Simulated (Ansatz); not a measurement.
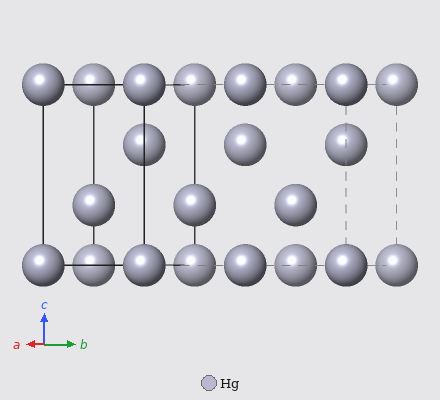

Hg (R-3m, No. 166): the input geometry of an electronic-structure calculation (not necessarily at equilibrium).

```xyz
3
Lattice="3.5335 0.0000 0.0000 -1.7667 3.0601 0.0000 0.0000 0.0000 6.3263" Properties=species:S:1:pos:R:3 pbc="T T T"
Hg    0.0000    0.0000    0.0000
Hg    1.7667    1.0200    2.1088
Hg    0.0000    2.0400    4.2176
```

Q: What will an iDPC-like image along [210] show? Simulated as the projected potential of neutral atoms (B = 0.8 Å²) blurred by a 0.74 Å probe, the thin-sample limit of integrated differential phase contrast. Shot noise and the speckle of an amorphous layer were added.

A: The columns repeat on a rectangular net of 1.77 × 2.11 Å (plane group p2mm). All columns are alike (Hg). The shortest distance between visible columns is 1.77 Å in projection. Along the beam the structure repeats every 6.12 Å.

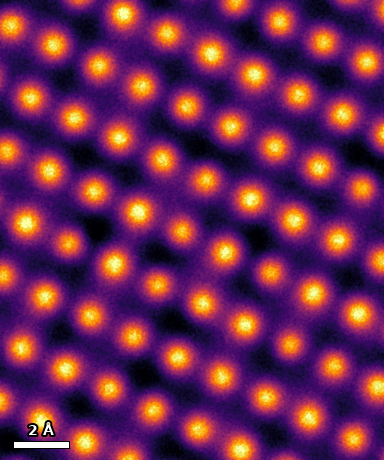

The simulated image.
